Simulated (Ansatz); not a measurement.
## Electronic structure of GaO3 in real space

The calculation's input:

```
crystal:
  lattice:
    - [3.3437797025, 0.0, 0.0]
    - [0.0, 3.3437797025, 0.0]
    - [0.0, 0.0, 3.3437797025]
  atoms:
    - { symbol: Ga, position: [0.0, 0.0, 0.0] }
    - { symbol: O, position: [0.0, 0.5, 0.5], spin: 1.15 }
    - { symbol: O, position: [0.5, 0.0, 0.5], spin: 1.15 }
    - { symbol: O, position: [0.5, 0.5, 0.0], spin: 1.15 }
basis:
  ecutwfc: 420
kpoints:
  mp_grid: { grid: [14, 14, 14] }
hamiltonian:
  xc: pbe
scf:
  occupations: { method: gaussian, width: 0.1 }
output:
  forces: true
  stress: true
  eigenvalues: true
  populations: true
  write_density: true
  write_potential: true
  elf: true
  volumetric_format: npy
magnetization:
  spin_polarized: true
relax:
  adjacent_minimum: "off"
  f_tol: 0.01
  max_steps: 80
  cell: { stress_tol: 0.05 }
```

Launched as:

```sh
ansatz run input.yaml --threads 1 --pin off --max-ram 2560MiB --backend cpu --events-out ev --progress --plain --runs-dir out
```

Below, planes, directions and counts refer to the conventional cell (a = 3.34 Å, b = 3.34 Å, c = 3.34 Å, α = 90.00°, β = 90.00°, γ = 90.00°).

Space group Pm-3m; a structure generated by program, which may or may not match a known phase; spin-polarised.

Theory: DFT PBE, scalar-relativistic, plane waves, PAW in Ansatz 0.2.0.

Core electrons are frozen (PAW), and the valence fields are smoothed inside the atomic spheres.

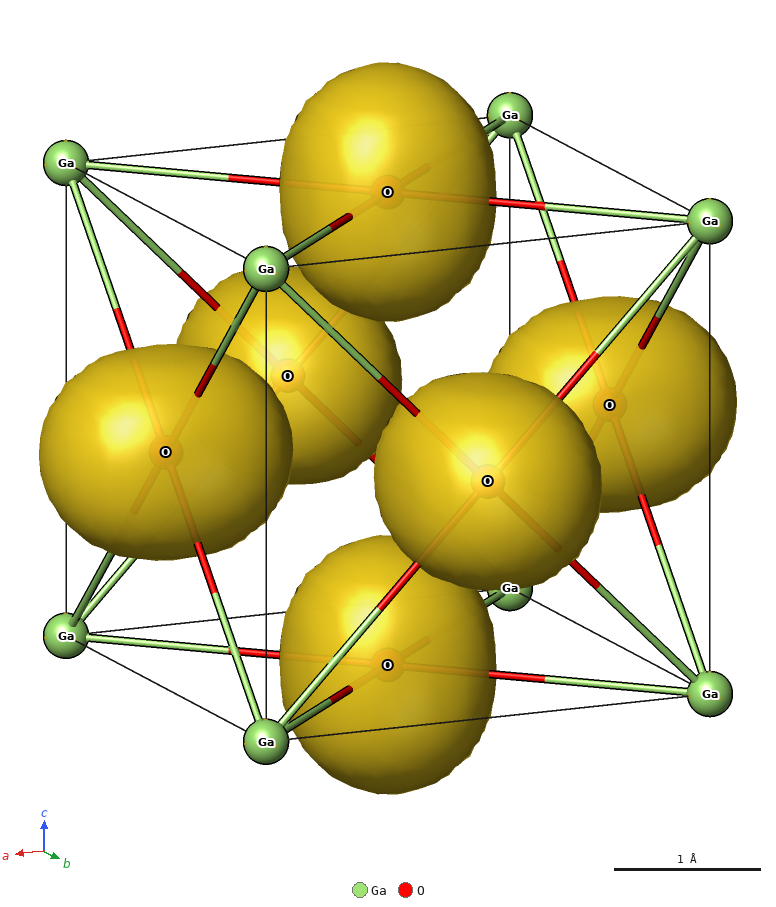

Figure 1. Isosurface of the spin density at +0.1 e/Å³ (yellow), seen at an oblique angle. Sticks mark near contacts.

### Describe the spin distribution.

The spin density sits on O: +1.0 μB (×3) in one cell of 4 atoms, with smaller moments on other sites: Ga (up to −0.07 μB): parallel main moments (a ferromagnetic arrangement) in this solution. The cell of the calculation (4 atoms) carries 3.1 μB of net spin moment.

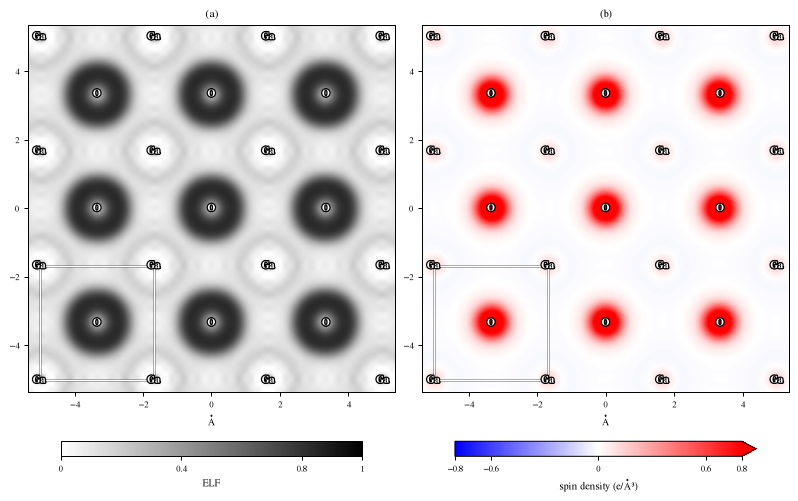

Figure 2. (a) ELF; (b) magnetisation density (up minus down) on the (001) plane of the conventional cell.

### Read the bonding off the picture.

- Atoms in the plane: Ga and O.
- Ga–O (2.36 Å): the ELF is about 0.20 at the midpoint; no localised pair shows between them.

### Does the calculation give a band gap?

It is metallic or semimetallic at this level of theory: no gap opens.
